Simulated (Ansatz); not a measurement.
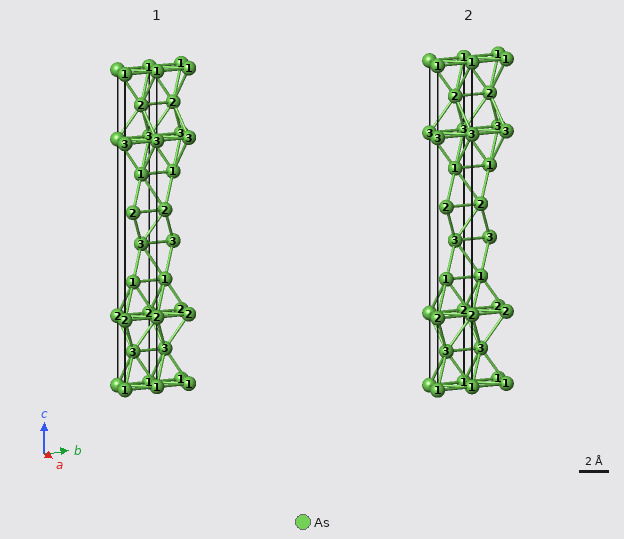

Two geometries of solid As (built on the samarium (9R)_166 type) (coarse preliminary run), drawn at one scale. One is the start of a relaxation, the other its converged end. A ball-and-stick model of the conventional cell (3 times the calculation's cell), repeated 1 × 2 × 1 with one cell outlined, seen slightly off an axis. Lengths and directions refer to the drawn axes.

Level of theory: DFT PBE, scalar-relativistic, plane waves, PAW in Ansatz. (plane-wave cutoff 420 eV; k-point mesh 6 × 6 × 6; occupations gaussian; smearing width 0.1 eV; no spin polarisation; cell and atoms relaxed; force threshold 0.04 eV/Å; at most 70 steps)

### Which one is relaxed?

Structure 1 is the relaxed one. Case: samarium (9R) type (R-3m, No. 166). After 4 accepted moves (6 points after the start) the energy has fallen by 161 meV per atom. Largest force component: 0.17 eV/Å at the start, 0.0058 eV/Å at the end. The pressure goes from −10.10 to −0.05 GPa. The line search rejected the trial step at point 2 of the run. The SCF was repeated once at an unchanged geometry on a basis and grid sized afresh for the cell, which shifted the energy by 0.4 meV per atom at most. The largest moves relative to the cell, 0.049 Å, are those of As2 and As3. As2 goes along −c. Cell: a = b 3.205 → 2.968 Å (−7.4 %), c 23.234 → 22.584 Å (−2.8 %). Volume −16.6 %. Among the contacts that change: As1–As1 3.205 → 2.968 Å, As2–As3 3.176 → 2.958 Å, As1–As2 3.176 → 3.079 Å. The space group stays R-3m (No. 166).
